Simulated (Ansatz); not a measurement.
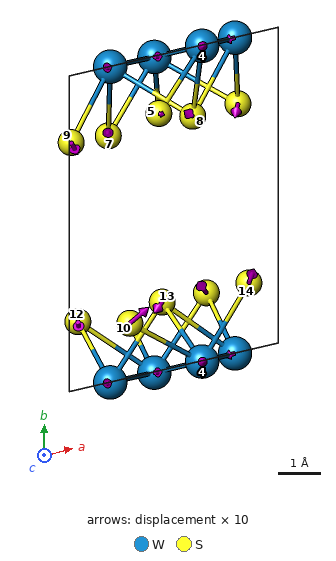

A relaxation of a defect cell of composition W2S5 (cell charge −1) (coarse preliminary run). The starting structure is drawn; purple arrows show the displacements, 10 times their true length.

A ball-and-stick model of the cell of the calculation, seen along the c axis.

Case: W vacancy (site a), charge -1, atoms relaxed at the host's cell.

Method: DFT PBE, scalar-relativistic, plane waves, PAW (Ansatz).

The input:
```yaml
crystal:
  lattice:
    - [4.7816210048, -2.7606701743, 0.0]
    - [1.5938736683, -0.9202233914, -7.4744489262]
    - [6.375494673, 5.5213403485, 0.0]
  atoms:
    - { symbol: W, position: [0.4070704928, 0.9974315817, 0.2282535904] }
    - { symbol: W, position: [0.7927002285, 0.9989890138, 0.4032165672] }
    - { symbol: W, position: [0.1959167957, 0.9989890138, 0.5967834328] }
    - { symbol: W, position: [0.6353240832, 0.9974315817, 0.7717464096] }
    - { symbol: S, position: [0.428524839, 0.8149659029, 1.0], spin: 0.167 }
    - { symbol: S, position: [0.8067114157, 0.7875392517, 0.2023044778], spin: 0.167 }
    - { symbol: S, position: [0.186526892, 0.7813742224, 0.4040560219] }
    - { symbol: S, position: [0.5905829139, 0.7813742224, 0.5959439781] }
    - { symbol: S, position: [0.0090158935, 0.7875392517, 0.7976955222], spin: 0.167 }
    - { symbol: S, position: [0.2897564079, 0.1719247174, 1.0], spin: 0.167 }
    - { symbol: S, position: [0.6558127797, 0.211835966, 0.2034923406], spin: 0.167 }
    - { symbol: S, position: [0.0410341891, 0.2151508279, 0.4035063102] }
    - { symbol: S, position: [0.4445404994, 0.2151508279, 0.5964936898] }
    - { symbol: S, position: [0.8593051204, 0.211835966, 0.7965076594], spin: 0.167 }
  host:
    lattice:
      - [1.5938736683, 0.9202233914, 7.4744489262]
      - [-1.5938736683, 0.9202233914, 7.4744489262]
      - [0.0, -1.8404467828, 7.4744489262]
    atoms:
      - { symbol: W, position: [0.0006774492, 0.0006774492, 0.0006774492] }
      - { symbol: S, position: [0.4040742748, 0.4040742748, 0.4040742748] }
      - { symbol: S, position: [0.263948276, 0.263948276, 0.263948276] }
total_charge: -1
basis:
  ecutwfc: 420
  xc_grid: 2
kpoints:
  mp_grid: { grid: [1, 1, 1], shift: [0.0, 0.0, 0.0] }
hamiltonian:
  xc: pbe
scf:
  occupations: { method: gaussian, width: 0.01 }
output:
  forces: true
  stress: false
  eigenvalues: true
  populations: true
  charged_corrections:
    defect_position: [0.00067745, 0.99796765, 1.0]
    epsilon: [[11.5894, 0.0, 0.0], [0.0, 11.5894, 0.0], [0.0, 0.0, 3.2073]]
magnetization:
  spin_polarized: true
relax:
  adjacent_minimum: "off"
  f_tol: 0.025
  max_steps: 45
```

Command:
```bash
ansatz run input.yaml --threads 4 --pin off --max-ram 10240MiB --backend cpu --events-out ev --progress --plain --runs-dir out
```

Atoms of which element are displaced furthest, and by how much?

Sulfur: up to 0.066 Å, against 0.032 Å for tungsten.

Describe the change and its energy.

Over 4 accepted moves (8 points after the start) the energy falls by 77.9 meV per cell of the calculation. Largest force component: 0.39 eV/Å at the start, 0.0078 eV/Å at the end. The line search rejected the trial steps at points 1, 3, 5 of the run. 1 step only repeated the SCF at the same geometry. The largest move is that of S10, 0.066 Å along [2 1 0]. Largest moves by element: S 0.066 Å, W 0.032 Å. The cell doesn't change. Among the contacts that change: W1–W2 3.223 → 3.278 Å, W1–S10 2.434 → 2.413 Å, W2–W3 3.162 → 3.145 Å, W1–S11 2.344 → 2.357 Å.

Limits of the set-up: the periodic images lie only 5.5 Å apart, so the values are limited by the cell's size; the cell is charged, on a uniform background, and energies carry no finite-size correction.
